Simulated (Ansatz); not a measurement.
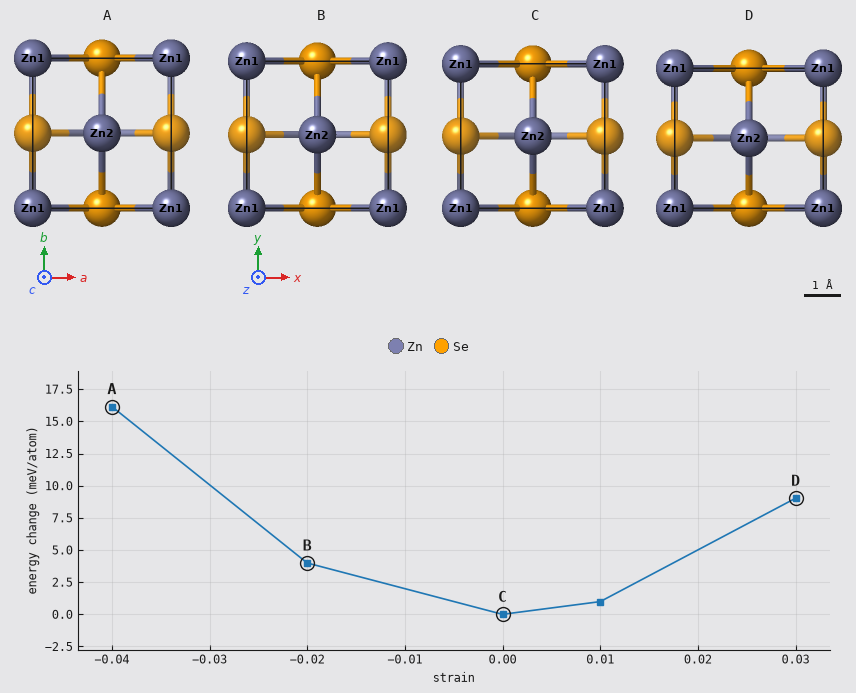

A scan of solid ZnSe (P4/nmm): the cell is strained along x and oppositely along y, with the atoms kept at their fractional coordinates. x, y and z are the Cartesian axes of the input. The lettered frames are marked on the plot. A ball-and-stick model of the cell of the calculation, seen along the c axis.

Method: Ansatz, DFT PBEsol, scalar-relativistic, plane waves, PAW. (plane-wave cutoff 420 eV; k-point mesh 8 × 8 × 6; occupations gaussian; smearing width 0.05 eV; no spin polarisation). Energies (free energies at the smearing named) are counted from the cell as listed in its source, which wasn't relaxed.

Question: What does the scan show?

Answer: Of the computed points the lowest is at the strain 0.00, 0.0 meV/atom. The end points stand at 16.1 meV/atom (−0.04) and 9.0 meV/atom (0.03). The unrelaxed reference is under a pressure of −2.8 GPa. The distortion takes the space group from P4/nmm to Pmmn. At the strain −0.04 the cell of the drawing goes a 4.108 → 3.943 Å, b 4.108 → 4.272 Å.
